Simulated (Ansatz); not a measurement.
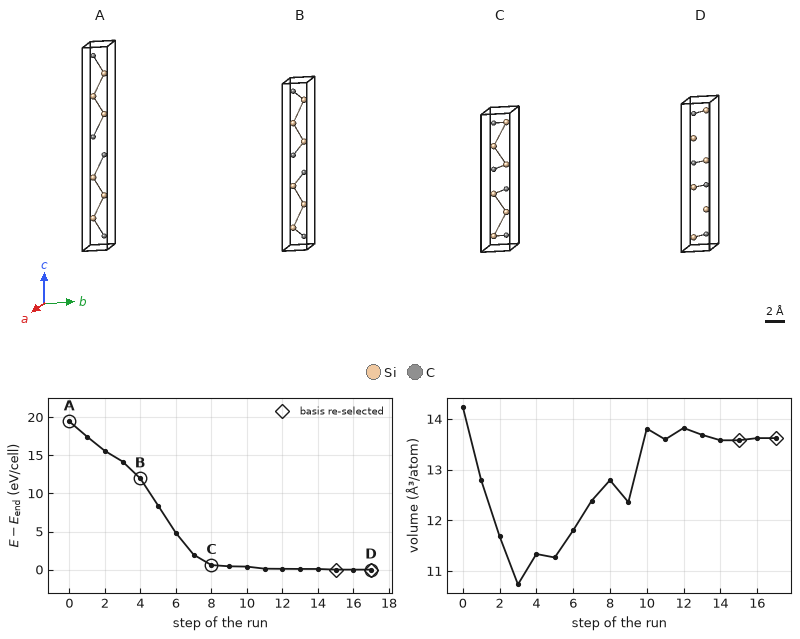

Frames of a relaxation of a crystal of Si$_{3}$C$_{2}$ (a generated structure, set up in P6_3/mmc) (coarse preliminary run), marked on the history of the run. Style: ball-and-stick. Shown: the cell of the calculation, slightly off an axis.

All numbers below come from Ansatz 0.2.0, DFT PBE, scalar-relativistic, plane waves, PAW. Settings: plane-wave cutoff 420 eV; k-point mesh 6 × 6 × 1; occupations gaussian; smearing width 0.1 eV; no spin polarisation; cell and atoms relaxed; force threshold 0.04 eV/Å; at most 70 steps.

### What happens along the run?

The largest moves relative to the cell, 1.13 Å, are those of Si atoms. By element the largest moves are Si 1.13 Å, C 0.55 Å. Cell: a = b 2.704 → 3.099 Å (+14.6 %), c 22.494 → 16.382 Å (−27.2 %). Volume −4.4 %. Among the contacts that change: C–Si 2.738 → 1.790 Å, Si–Si 2.738 → 3.299 Å, Si–Si 2.704 → 3.099 Å. The space group stays P6_3/mmc (No. 194). Over 15 accepted moves (17 points after the start) the energy falls by 19.440 eV per cell of the calculation. Largest force component: 1.3 eV/Å at the start, 0.0031 eV/Å at the end. The pressure goes from −12.91 to 0.01 GPa. At 2 points the geometry stayed and the basis and grid were re-selected for the new cell (energy shift of 84.3 meV per cell of the calculation at most each time). Cost: 58 s on 1 thread of Intel(R) Xeon(R) Processor @ 2.70GHz, with other jobs on the host, peak memory 0.42 GiB. From step 0 to 4: Si atoms move most (0.46 Å), volume −20.4 %, energy −7.481 eV per cell of the calculation. From step 4 to 8: Si atoms move most (0.44 Å), volume +12.8 %, energy −11.362 eV per cell of the calculation. From step 8 to 17: Si atoms move most (0.25 Å), volume +6.5 %, energy −0.598 eV per cell of the calculation.

Limits of the set-up: the k-point mesh is coarse for a cell with partly filled bands.
